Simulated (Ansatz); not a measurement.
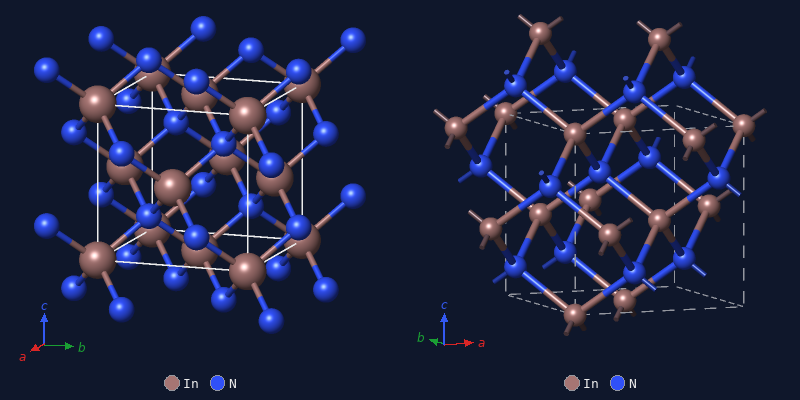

Left: the structure. Right: its underlying net. Nodes are coloured by element. Edges to nodes outside the piece are drawn as stubs.

InN (space group F-43m, No. 216). Coordinates: the input geometry of an electronic-structure calculation (not necessarily at equilibrium).

Bonds are taken as In–N below 2.4 Å. The graph is simplified in the usual way: terminal and isolated atoms are pruned, two-connected atoms become edges.

The result is a uninodal 4-connected, three-periodic net: In and N are 4-connected nodes. It is the dia net, known from diamond, zinc blende and cristobalite. It is a single net, without interpenetration.

| node | links | point symbol | coordination sequence |
| --- | --- | --- | --- |
| In and N | 4 | 6⁶ | 4 12 24 42 64 92 |
